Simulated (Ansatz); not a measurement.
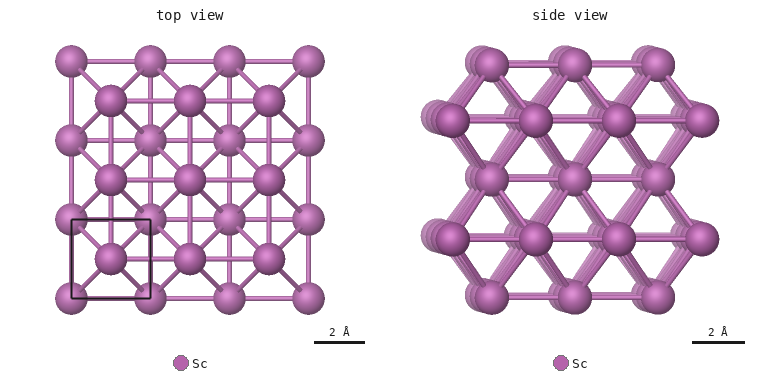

Sc(100) (Fm-3m bulk, 5 atomic planes (those closer than 0.6 Å count as one), 9 Å), seen from above and from the side.

The calculation used DFT PBEsol, scalar-relativistic, plane waves, PAW (Ansatz). Cutoff 420 eV, 22 × 22 k-points, Gaussian smearing 0.1 eV, dipole correction. The slab is a cut without reconstruction beyond its cell, at the source's lattice constants, with its lower half held fixed and the rest relaxed. This isn't the element's usual hcp form. No spin polarisation. The run couldn't confirm all of its levels under its output density. The run warns that the functional's potential is rough in the thin density of the vacuum, where the tip is; weak contrasts and barriers may feel it.

Images follow the Tersoff–Hamann model: the current is the local density of the sample's states between the Fermi level and the bias, at the tip's centre. Bias windows are sharp sums over the levels of the k mesh.

Input

```yaml
crystal:
  lattice:
    - [3.21097189, 0.0, 0.0]
    - [0.0, 3.21097189, 0.0]
    - [0.0, 0.0, 26.0820001558]
  atoms:
    - { symbol: Sc, position: [0.5, 0.5, 0.3258952515] }
    - { symbol: Sc, position: [0.0, 0.0, 0.4129476309] }
    - { symbol: Sc, position: [0.5, 0.5, 0.5005094459] }
    - { symbol: Sc, position: [0.0, 0.0, 0.5883751029] }
    - { symbol: Sc, position: [0.5, 0.5, 0.6696086161] }
basis:
  ecutwfc: 420
  fft_grid_basis: typed
kpoints:
  mp_grid: { grid: [22, 22, 1] }
hamiltonian:
  xc: pbesol
scf:
  occupations: { method: gaussian, width: 0.1 }
output:
  forces: true
  eigenvalues: true
  band_densities:
    - { e_range: [-2.0, -1.0] }
    - { e_range: [-1.0, -0.5] }
    - { e_range: [-0.5, -0.25] }
    - { e_range: [-0.25, 0.0] }
    - { e_range: [0.0, 0.25] }
    - { e_range: [0.25, 0.5] }
    - { e_range: [0.5, 1.0] }
    - { e_range: [1.0, 1.5] }
  band_residual_tolerance: 1.0e-05
  write_potential: true
  elf: true
  write_density: true
  volumetric_format: npy
efield:
  axis: 3
  dipole_correction: true
  ramp_width: 0.04
checkpoint:
  read: start.run
  write: ck
  compress: false
  write_wavefunctions: false
  write_every: 100000
```

Run with:

```sh
ansatz run input.yaml --threads 1 --pin off --max-ram 2211MiB --backend cpu --events-out ev --progress --plain --runs-dir out
```

Run time of this step alone (it restarts from the relaxed density): 2.7 min on 1 thread of Arm Neoverse V1, on a shared host, peak memory 0.92 GiB.

### Describe the constant-height image 4.5 Å above the topmost atom at a sample bias of −2.00 V.

The brightest spots lie over the sites above the Sc atoms 2.1 Å below the top plane; the darkest points are over the top Sc atoms. The brightest point carries 1.3 times the current of the darkest.

The computed image, with the atoms seen from above drawn over one corner (deeper ones smaller):

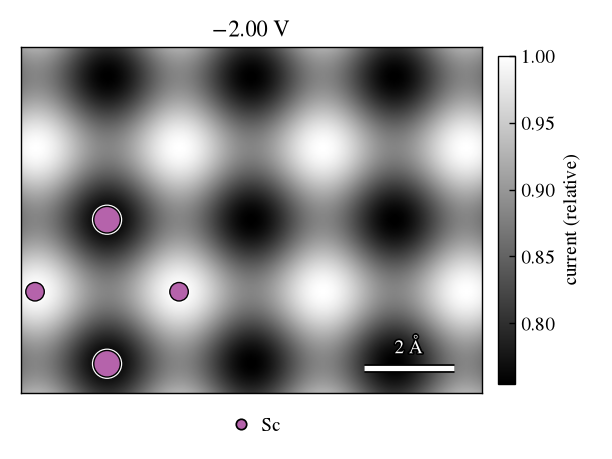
